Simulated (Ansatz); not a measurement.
# A thicker film of NaI (001) from two thinner ones

In a field along its normal an insulating film takes a dipole p. Written as a length, p/(ε₀AE), it should grow by 1 − 1/ε for each ångström added.

How it was computed: Ansatz 0.2.0, plane waves with PAW datasets (its set soft_2), PBE; rocksalt films relaxed at a bulk in-plane lattice constant near the measured one, then held in weak fields of both signs with a dipole correction (A is the cell's area, E the outer field).

```tsv
run	distance between the outer atoms (Å)	p/(ε₀AE) (Å)
3 units	6.676	7.214
5 units	13.271	11.822
8 units	23.113	?
```

Q: Estimate the withheld value from the rows shown.

Two rows fix a line: slope = (11.822 − 7.214) / (13.271 − 6.676) = 0.6987, intercept 2.5495. That slope means ε = 1/(1 − 0.6987) = 3.32. At 23.113 it gives 0.6987 × 23.113 + 2.5495 = 18.699 Å, beyond the rows fitted. Rounding of the rows alone allows about ±0.003 Å there; two rows can't show whether the line holds.

The run itself gives 18.725 Å: a miss of +0.026 Å, or 0.1 % of the value. The length is met to within 1 %, though ε is more sensitive than the length: the two thickest films give ε = 3.35.

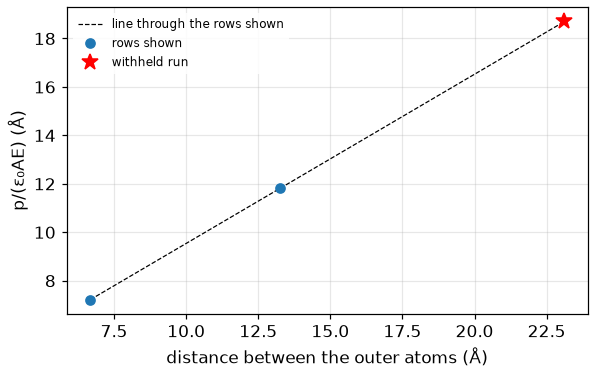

The fit and the withheld run.

Caveats: This is the electronic response alone. A unit is one step of the cut along the normal (a plane, a pair of planes or a cell), and the layers relax along it, away from their bulk spacing where the functional's lattice constant differs from the one held.

[Logs are printed without paths, hosts, clocks, repeated set-up lines and the standing remarks that a program may print on its own settings, such as how far it seeks lower states.]
